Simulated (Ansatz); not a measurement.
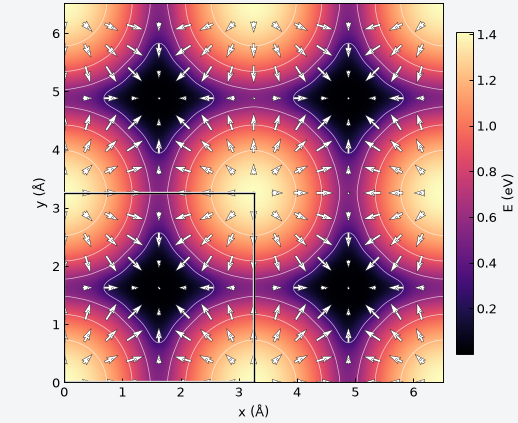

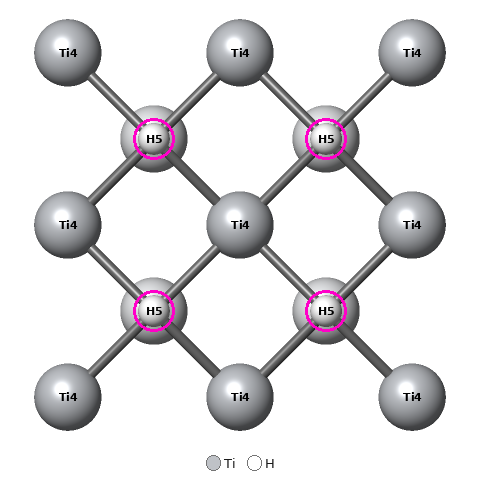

Energy landscape of H on a Ti(100) slab cut from the Im-3m phase, its upper half relaxed before the scan (4 atoms of substrate and one adsorbate in a 1 × 1 cell). H is moved over the surface cell; relaxed at each place: the height of the adsorbate's atoms; substrate rigid; the origin of the map has the adsorbate above Ti4. Places are given modulo a cell vector. The map is drawn in real space over the plane of the surface. Grid: 8 × 8 points; 15 points were computed and 49 follow by symmetry. Energies: eV, counted from the lowest grid point. With one adsorbate in each 1 × 1 cell, its nearest image is 3.3 Å away, so neighbouring adsorbates interact. Theory: Ansatz, DFT PBE, scalar-relativistic, plane waves, PAW. Settings: cutoff 420 eV, k-mesh 8×8×1, gaussian smearing 0.1 eV, no spin polarisation.

The picture shows a smooth colour map with a few white contour lines, dots at the grid points, arrows along the force (downhill), their lengths compressed, the outline of one cell of the 2 × 2 shown. Between grid points the surface is interpolated. The second picture is the structure at the lowest point; rings mark the moved atoms.

Summarise what can be read from the map.

Answer. The lowest grid point is at a fourfold hollow over a second-layer Ti atom, (4/8, 4/8) of the cell vectors. It is the only kind of minimum in the scanned range. The highest grid point, the top site over a surface Ti atom, (0/8, 0/8) of the cell vectors, lies 1.41 eV above the lowest. On the interpolated surface the easiest way out of the lowest well to its copy in the next cell or period passes a barrier of about 0.53 eV. At the lowest point the adsorbate has 1 Ti at 1.96 Å as nearest neighbours, at the highest 1 Ti at 1.73 Å. Its relaxed height above the top atom is 0.45 Å at the lowest and 1.73 Å at the highest point.

Grid values (eV):

```tsv
second ↓, first →	0/8	1/8	2/8	3/8	4/8	5/8	6/8	7/8
7/8	1.34	1.27	1.09	0.79	0.46	0.79	1.09	1.27
6/8	1.15	1.09	0.92	0.62	0.20	0.62	0.92	1.09
5/8	0.86	0.79	0.62	0.22	0.03	0.22	0.62	0.79
4/8	0.53	0.46	0.20	0.03	0.00	0.03	0.20	0.46
3/8	0.86	0.79	0.62	0.22	0.03	0.22	0.62	0.79
2/8	1.15	1.09	0.92	0.62	0.20	0.62	0.92	1.09
1/8	1.34	1.27	1.09	0.79	0.46	0.79	1.09	1.27
0/8	1.41	1.34	1.15	0.86	0.53	0.86	1.15	1.34
```

The whole map (15 points run) took 11 min on 1 thread of Arm Neoverse V1, with other jobs on the host.

PAW datasets: the set soft_1.
